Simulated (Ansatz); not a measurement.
**Si: density, localisation and related maps**

The calculation's input:

```
crystal:
  lattice:
    - [5.4217206858, 0.0, 0.0]
    - [-2.7108603429, 4.6953478462, 0.0]
    - [0.0, 0.0, 5.0727511748]
  atoms:
    - { symbol: Si, position: [0.2325490815, 0.4650981629, 0.25] }
    - { symbol: Si, position: [0.5349018371, 0.7674509185, 0.5833333333] }
    - { symbol: Si, position: [0.2325490815, 0.7674509185, 0.9166666667] }
    - { symbol: Si, position: [0.7674509185, 0.5349018371, 0.75] }
    - { symbol: Si, position: [0.4650981629, 0.2325490815, 0.0833333333] }
    - { symbol: Si, position: [0.7674509185, 0.2325490815, 0.4166666667] }
basis:
  ecutwfc: 420
kpoints:
  mp_grid: { grid: [6, 6, 6] }
hamiltonian:
  xc: pbe
scf:
  occupations: { method: gaussian, width: 0.02 }
output:
  forces: true
  stress: true
  eigenvalues: true
  write_density: true
  write_potential: true
  elf: true
  volumetric_format: npy
relax:
  adjacent_minimum: "off"
  f_tol: 0.01
  max_steps: 30
  cell: { stress_tol: 0.1, fix: [volume] }
```

Run with:

```sh
ansatz run input.yaml --threads 1 --pin off --max-ram 2560MiB --backend cpu --events-out ev --progress --plain --runs-dir out
```

Below, planes, directions and counts refer to the conventional cell (a = 5.43 Å, b = 5.43 Å, c = 5.05 Å, α = 90.00°, β = 90.00°, γ = 120.00°).

The fields are those of the relaxed geometry.

Space group P6₁22; a structure generated by program, which may or may not match a known phase; changed on purpose from its base cell (volume × 0.97, shape and atoms relaxed); computed pressure about 3 GPa in this cell.

Method: Ansatz 0.2.0, DFT PBE, scalar-relativistic, plane waves, PAW.

Core electrons are frozen (PAW), and the valence fields are smoothed inside the atomic spheres.

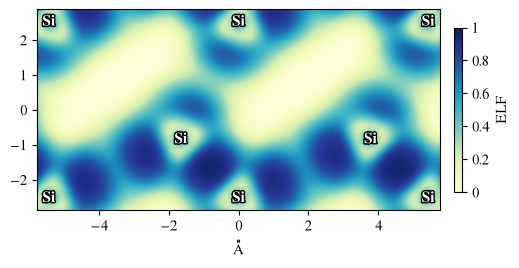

Figure 1. ELF on the (010) plane of the conventional cell.

Q: Read the bonding off the picture.

A:
- The section cuts through Si sites.
- Si–Si (2.36 Å): the ELF peaks at about 0.95 between the atoms, as expected for localised, covalent bonding.

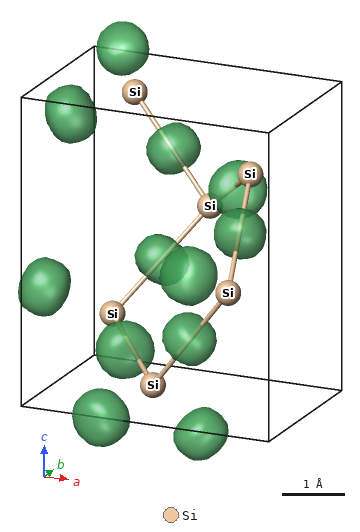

Figure 2. Isosurface of the electron localisation function at 0.9 (green), seen slightly off an axis. Core shells and regions of very low density are left out. Sticks mark near contacts.

Q: What do the ELF domains correspond to?

A: The surface consists of twelve regions between bonded Si–Si atoms (shared pairs), counted in one cell of 6 atoms. Any copies at cell faces, edges or corners count once. Along the contacts the grid gives the following. Si–Si (2.34 Å): the ELF peaks at about 0.95 between the atoms: localised, covalent bonding.

Q: Does the calculation give a band gap?

A: It is gapped, with a Kohn–Sham gap of 1.4 eV on the k-point mesh (the band edges may lie off the mesh, which would make the gap smaller).
